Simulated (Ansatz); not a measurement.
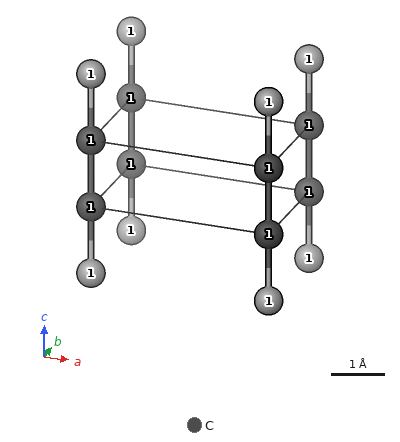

*The starting structure (ball-and-stick view of the cell of the calculation, seen slightly off an axis; neighbours outside the cell are drawn fainter; atoms are numbered from 1 in the order of the input). An atom can appear more than once, as a periodic image.*

**Run report: C, geometry relaxation**

The run: geometry relaxation of C (Cmmm, 1 atom in the cell). Method and program: DFT PBE, scalar-relativistic, plane waves, PAW, no spin polarisation (Ansatz 0.2.0).

The structure was made by a generator, so it may or may not be a known phase. Figures and captions count atoms from 1; the log counts them from 0 in places.

### Input
```yaml
crystal:
  lattice:
    - [2.2026838327, -3.7918703098, 0.0]
    - [2.2026838327, 3.7918703098, 0.0]
    - [0.0, 0.0, 1.282292379]
  atoms:
    - { symbol: C, position: [0.0, 0.0, 0.0] }
basis:
  ecutwfc: 420
kpoints:
  mp_grid: { grid: [14, 14, 42] }
hamiltonian:
  xc: pbe
scf:
  occupations: { method: gaussian, width: 0.1 }
output:
  forces: true
  stress: true
  eigenvalues: true
  write_density: true
  write_potential: true
  elf: true
  volumetric_format: npy
relax:
  adjacent_minimum: "off"
  f_tol: 0.01
  max_steps: 80
  cell: { stress_tol: 0.05 }
```

Run on 1 thread of Intel Xeon @ 2.70GHz, 189 GiB of memory available, shared host.

Launched with:
```bash
ansatz run input.yaml --threads 1 --pin off --max-ram 2560MiB --backend cpu --events-out ev --progress --plain --runs-dir out
```

### Log
```
Engine: ansatz 0.2.0, x86_64-unknown-linux-gnu
Pseudopotentials: kind: paw
Pseudopotential: C, paw, valence charge 4, recommended cutoff 420 eV (normal), C.paw.azcp
Functional definition: PBE
  parameter kappa = 0.804
  parameter beta = 0.06672455060314922
  exchange = pbe_x(kappa = kappa, mu = beta*pi^2/3)
  correlation = pbe_c(beta = beta)
Crystal: 1 atoms, lattice volume = 21.420 Å³
Basis set: ecut = 420 eV, 431 PW (Γ), exchange–correlation on 60×60×18 points (8 copies of the dense FFT grid, shifted against one another)
Bands: 6, of which v1, the nominal top of the filled ones, is band 2 counted from 1 (1 counted from 0)
Symmetry: 8 space group operations
Space group: Cmmm (ITA 65), of the structure as read, at distance tolerance 2.8e-5 Å
k-points: 1254 of 8232
Non-local potential: C, projectors of the file, l = 0: 2, l = 1: 2, l = 2: 1
PAW form: soft (Blöchl's): semilocal exchange-correlation on the pseudo side does not see the compensation charge
PAW one-centre angular grid: C, 110 points (default); XC on 64 Gauss nodes
Initial density: superposition of atomic densities (neutral atoms: chi_scale 0, normalization atom), corrected by the library's trained network
Initial wavefunctions: pseudopotential atomic-orbital guess
Functional: x = pbe(κ = 0.804, μ = 0.2195149727645171), c = pbe(β = 0.06672455060314922)
SCF iter   1: F=—  HF=-249.972322 eV  |F-HF|=—  |Δ(HF+E_count)|=         —  Δρ=5.63e-3  dr2=2.27e-3  ethr=1.77e-3  ⟨swp⟩=4.7  Hψ=63887  notcnv=0
preconditioner: auto → none  [insulator: Δε(μ)=0.599 eV  Ē_g=19.544 eV  σ=0.100 eV  W_gap=1.00  n_scr=6 (ndim 8)  ℏωp=16.0 eV  f_vac=0.352  D(μ)=0.00/eV (n_scr^D=0)  ε∞_Penn≈1.7]
SCF iter   2: F=—  HF=-249.973606 eV  |F-HF|=—  |Δ(HF+E_count)|=   1.28e-3  Δρ=2.75e-3  dr2=5.41e-4  ethr=5.67e-5  ⟨swp⟩=2.1  Hψ=20458  notcnv=0  defer=434
SCF iter   3: F=—  HF=-249.974033 eV  |F-HF|=—  |Δ(HF+E_count)|=   4.27e-4  Δρ=8.08e-5  dr2=4.27e-7  ethr=1.35e-5  ⟨swp⟩=2.1  Hψ=10682  notcnv=0  defer=434
SCF iter   4: F=—  HF=-249.974026 eV  |F-HF|=—  |Δ(HF+E_count)|=   7.44e-6  Δρ=2.51e-5  dr2=4.76e-8  ethr=1.07e-8  ⟨swp⟩=2.2  Hψ=9488  notcnv=0  defer=434
iter 5 did not close the SCF: its close was put off for the readings that it lacked (scf_convergence_deferred on its scf_iter line)
SCF iter   5: F=-249.974026 eV  HF=-249.974026 eV  |F-HF|=3.52e-9  |Δ(HF+E_count)|=   1.15e-7  Δρ=4.86e-6  dr2=3.20e-9  ethr=1.19e-9  ⟨swp⟩=2.1  Hψ=9270  notcnv=0  defer=434
SCF iter   6: F=-249.974026 eV  HF=-249.974026 eV  |F-HF|=8.62e-11  |Δ(HF+E_count)|=   4.54e-9  Δρ=2.15e-6  dr2=6.40e-10  ethr=7.99e-11  ⟨swp⟩=6.7  Hψ=37155  notcnv=0
the search or the solves at the SCF's close seem to have found levels that the self-consistency loop had missed (the run counts 1). By its estimate they hold under 1e-12 electrons; where the run keeps them, the occupations were computed again with them
SCF 1 converged in 6 iterations: F = -249.974026 eV  dr2 = 6.40e-10
  greatest PAW one-centre occupation: 0.693 electrons in one spin orbital (limit 2), on the C atom at site 0 (counted from 0), in its partial waves of l = 0
relax step   1: F+E_penalty+E_count = -249.97402576 eV  Δ(F+E_penalty+E_count) = +0.000e0 eV  max|allowed force component| = 0.000e0 eV/Å  Δτ_max = 0.0000 Å  P = +0.014 GPa  Ω = 21.420 Å³  (6 SCF iters, dr2 threshold 1.00e-7 eV, accepted)
Initial density: handed on by an earlier stage of this run
Initial wavefunctions: pseudopotential atomic-orbital guess (no wavefunctions were taken with the density)
iter 1 solved again at ethr=1.57e-7 eV; its pass at ethr=3.10e-3 eV (dr2=6.27e-6 eV) is discarded
SCF iter   1: F=—  HF=-249.974034 eV  |F-HF|=—  |Δ(HF+E_count)|=         —  Δρ=2.51e-6  dr2=7.97e-10  ethr=1.57e-7  ⟨swp⟩=2.9  Hψ=85680  notcnv=0
eigensolver tolerance schedule: the retry pair's looser diagonalisation over-reported the residual by 7863.48 of it (diagonalisation noise at 0.66 of the residual, at the tolerance the schedule requests for it); recorded, not acted on — ethr = c·dr2/N_el stays at c = 1.0e-1
preconditioner: auto → none  [insulator: Δε(μ)=0.601 eV  Ē_g=19.568 eV  σ=0.100 eV  W_gap=1.00  n_scr=6 (ndim 8)  ℏωp=16.0 eV  f_vac=0.341  D(μ)=0.00/eV (n_scr^D=0)  ε∞_Penn≈1.7]
SCF iter   2: F=—  HF=-249.974026 eV  |F-HF|=—  |Δ(HF+E_count)|=   8.07e-6  Δρ=7.34e-7  dr2=3.55e-11  ethr=1.99e-11  ⟨swp⟩=2.8  Hψ=11555  notcnv=0
SCF iter   3: F=-249.974026 eV  HF=-249.974026 eV  |F-HF|=4.49e-11  |Δ(HF+E_count)|=  1.65e-10  Δρ=3.18e-7  dr2=6.84e-12  ethr=1.00e-12  ⟨swp⟩=6.3  Hψ=35996  notcnv=0
SCF 2 converged in 3 iterations: F = -249.974026 eV  dr2 = 6.84e-12
relax step   2: F+E_penalty+E_count = -249.97402576 eV  Δ(F+E_penalty+E_count) = -1.982e-10 eV  max|allowed force component| = 0.000e0 eV/Å  Δτ_max = 0.0000 Å  P = +0.015 GPa  Ω = 21.420 Å³  stress off target by 4.14e-2 GPa  SCF on the basis re-selected at this cell (its energy is not comparable with the rows above)  (3 SCF iters)
basis re-selected at this cell: Δ(F+E_penalty+E_count) = -1.982e-10 eV, ΔP = +0.000 GPa vs the last step (what re-selecting the basis moved, of the pressure what is left beyond the Pulay correction that the steps carried, after the strain that the cell walked since its last selection, with what the two solves' SCF thresholds leave and, on support functions, any second-order correction that the steps lacked; it is no measure of the basis error at this ecutwfc). This SCF's stress stands 4.14e-2 GPa from its target on what of the cell is left free (relax.cell.stress_tol is 5.00e-2 GPa) and its largest allowed force component is 0.00e0 eV/Å (relax.f_tol is 1.00e-2 eV/Å): within both
SCF converged after 3 iterations
Free energy (F): -249.974026 eV
Harris-Foulkes:  -249.974026 eV  (|F-HF|=4.49e-11)
Internal energy: -249.974026 eV  (E = F + TS)
E sigma→0 (E₀):  -249.974026 eV
Entropy (-TS):   -0.000000 eV (-0.000 meV/atom)
Fermi energy:    -0.493002 eV
--- Per-component energies (eV) ---
  E_band       = -35.022334
  E_kinetic    = 88.441443
  E_local      = -253.699056  (includes V_loc(G=0)·N_el)
  E_nonlocal   = 27.915175
  E_hartree    = 83.384187
  E_xc         = -46.671277
  E_vxc        = -57.563854  (∫ρ·V_xc dr)
  E_paw        = -99.421760  (= ΣΔE_a)
  E_vpaw       = -6.884427  (= ΣTr[D̂ρ^β])
  E_aug_tail   = 0.000008  (compensation charges beyond the density's cutoff)
  E_ewald      = -49.922747
  E_smearing   = -0.000000  (= −TS)
  E_closure    = 0.000000  (closes the sum)
  Σ components = -249.974026   (vs F -249.974026, Δ=0.00e0)
--- Forces (eV/Å), atoms counted from 1 ---
  atom   1  C      0.00000000     0.00000000     0.00000000
  max |Σ_I F_I| component: 0.00e0 eV/Å
--- Stress (GPa, compression-positive) ---
        0.036740       0.000000       0.000000
        0.000000       0.041395       0.000000
        0.000000       0.000000      -0.034612
  P = ⅓ Tr σ = 0.0145 GPa (0.145 kbar)
--- Band table (eV; the first three rows and the last of 1254) ---
  k-point 0: bands = ["-16.7903", "-5.6170", "-5.6128", "3.3368", "9.3730", "9.4409"]
  k-point 1: bands = ["-16.7607", "-5.5681", "-5.5637", "3.3818", "9.4248", "9.4927"]
  k-point 2: bands = ["-16.6721", "-5.4211", "-5.4169", "3.5167", "9.5802", "9.6481"]
  k-point 1253: bands = ["-9.5555", "8.1242", "10.5986", "10.6823", "21.5781", "22.8224"]
--- Relaxed structure (1 steps of the walk, 1 accepted, 1 SCFs on fresh bases) ---
  F+E_penalty+E_count = -249.97402576 eV   max|allowed force component| = 0.000e0 eV/Å   (the final SCF, on the basis selected at the relaxed cell)
  cell:  # Å, volume = 21.4202 Å³
    - [2.2026838327, -3.7918703098, 0.0]
    - [2.2026838327, 3.7918703098, 0.0]
    - [0.0, 0.0, 1.282292379]
  atoms:
    - { symbol: C, position: [0.0, 0.0, 0.0] }
```

### Trajectory as extended XYZ (Å, eV, eV/Å), 2 frames, from step=1 to step=2
```
1
Lattice="2.2027 -3.7919 0.0000 2.2027 3.7919 0.0000 0.0000 0.0000 1.2823" Properties=species:S:1:pos:R:3:forces:R:3 step=1 energy=-249.97403 pressure_GPa=0.01
C     0.0000    0.0000    0.0000    0.0000   0.0000   0.0000
1
Lattice="2.2027 -3.7919 0.0000 2.2027 3.7919 0.0000 0.0000 0.0000 1.2823" Properties=species:S:1:pos:R:3:forces:R:3 step=2 energy=-249.97403 pressure_GPa=0.01
C     0.0000    0.0000    0.0000    0.0000   0.0000   0.0000
```

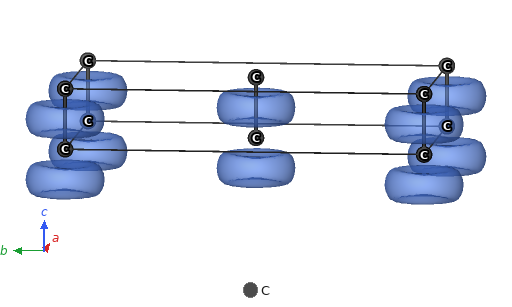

*Isosurface of the ELF at 0.75 (blue), seen at an oblique angle. Core shells and regions of very low density are left out. Sticks mark near contacts. The outline is the cell set on symmetry axes.*

Along the contacts the grid gives the following. C–C (1.28 Å): the ELF peaks at about 0.90 between the atoms (inside overlapping PAW spheres, so only a guide) (a double or triple bond). Core electrons are frozen (PAW), so the fields are smoothed inside the atomic spheres.

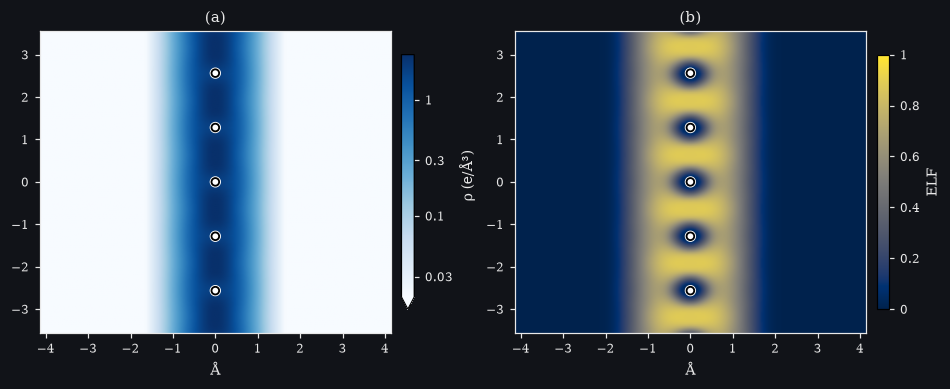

*(a) valence electron density; (b) electron localisation function on the (100) plane of the conventional cell. Circles mark the nuclei in the plane (C).*

Atoms in the plane: C. C–C (1.28 Å): the density is about 2.5 e/Å³ at the midpoint, a local maximum along the line; the ELF peaks at about 0.90 between the atoms (inside overlapping PAW spheres, so only a guide) (a double or triple bond). Away from the nuclei the density in this plane falls to 0.002 e/Å³ at its lowest.

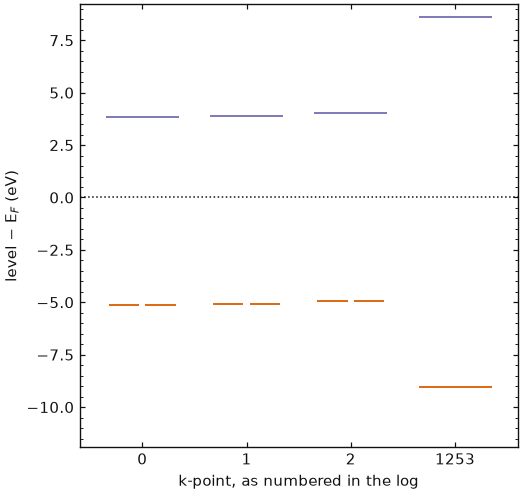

*Kohn–Sham levels near the Fermi level (dotted) at the few k-points that the log prints; levels within 0.02 eV of each other stand side by side.*

The system is metallic on the full mesh.

### Key numbers

```json
{"quantity": "outcome", "value": "converged"}
{"quantity": "space group (tolerance 0.01 Å)", "value": "Cmmm (65)"}
{"quantity": "electrons treated", "value": "4"}
{"quantity": "free energy", "value": "−249.9740 eV"}
{"quantity": "Fermi energy", "value": "−0.493 eV"}
{"quantity": "gap on the k-point mesh", "value": "none (metallic)"}
{"quantity": "pressure", "value": "0.01 GPa"}
{"quantity": "final volume", "value": "21.42 Å³"}
{"quantity": "largest force (length of the vector) at the end", "value": "under 0.001 eV/Å"}
{"quantity": "final cell", "value": "a = 4.385 Å, b = 4.385 Å, c = 1.282 Å, α = 90.00°, β = 90.00°, γ = 119.70°"}
{"quantity": "wall time", "value": "24 s"}
{"quantity": "peak memory", "value": "0.57 GiB"}
```
